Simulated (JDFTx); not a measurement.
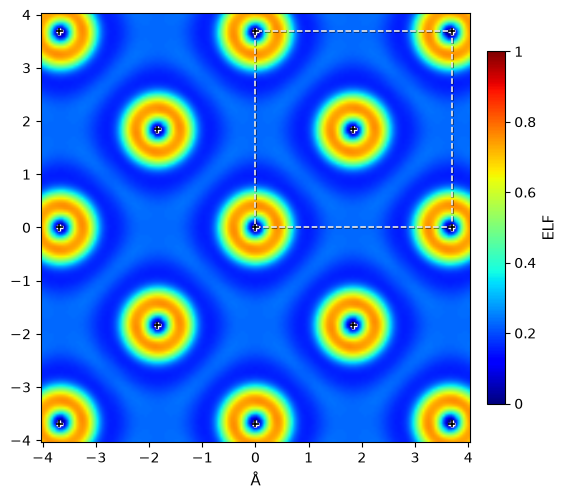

The electron localisation function on a plane through atoms (crosses mark nuclei in the plane).

Theory: JDFTx, Kohn-Sham DFT of a periodic cell, PBEsol, PseudoDojo-SR-PBEsol-0.4.1-standard.

Candidates:
A. KI, a = 7.20 Å, b = 7.20 Å, c = 7.20 Å, α = 90.00°, β = 90.00°, γ = 90.00°. Space group Fm-3m.
B. SnO, a = 3.89 Å, b = 3.89 Å, c = 4.98 Å, α = 90.00°, β = 90.00°, γ = 90.00°. Space group P4/nmm; a structure from a database of computed crystals, not necessarily the ambient phase; not relaxed (largest force 0.6 eV/Å); computed pressure about −5 GPa in this cell.
C. Cu, a = 3.69 Å, b = 3.69 Å, c = 3.69 Å, α = 90.00°, β = 90.00°, γ = 90.00°. Space group Fm-3m; computed pressure about −14 GPa in this cell.

**Which system is this?**

Candidate C: Cu on the (100) plane of the conventional cell, which holds Cu. Cu–Cu (2.61 Å): the ELF is about 0.20 at the midpoint; no shared electron pair shows on this line.
